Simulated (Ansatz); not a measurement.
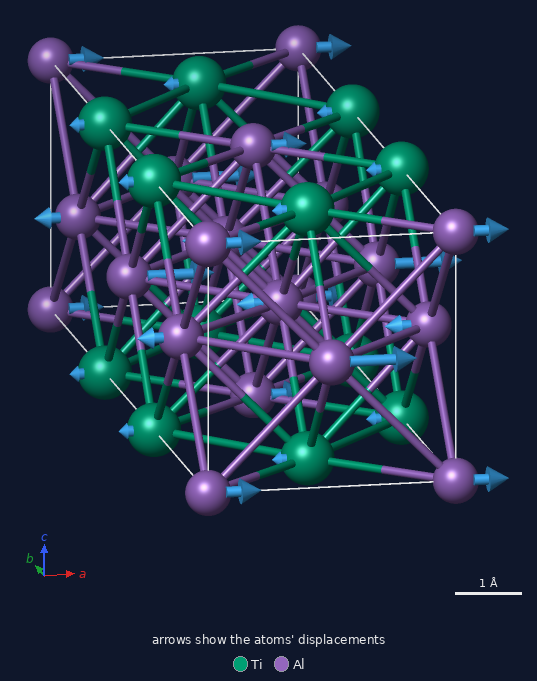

One vibrational mode of crystalline TiAl2 at the zone centre. The blue arrows give the relative displacements of the atoms. Style: ball-and-stick. Shown: the conventional cell (2 times the calculation's cell), slightly off an axis. Lengths and directions refer to the drawn axes.

Computed with Ansatz, DFT LDA, scalar-relativistic, plane waves, PAW. Settings: plane-wave cutoff 420 eV; k-point mesh 10 × 10 × 10; occupations fermi dirac; smearing width 0.15 eV; no spin polarisation.

The frequencies depend somewhat on the k-mesh and the smearing.

Question: Give the symmetry, activity and frequency of this mode.

Answer: This is the B₃u mode at 246 cm⁻¹, optical level 4 of 14, counted from below, infrared-active by symmetry. The Al (2c) and Al (2a) sublattices move against the Al (4j) and Ti sublattices, along a; the kinetic energy is shared as Al 91 %, Ti 9 %. The crystal is a metal, so free carriers screen the infrared response.
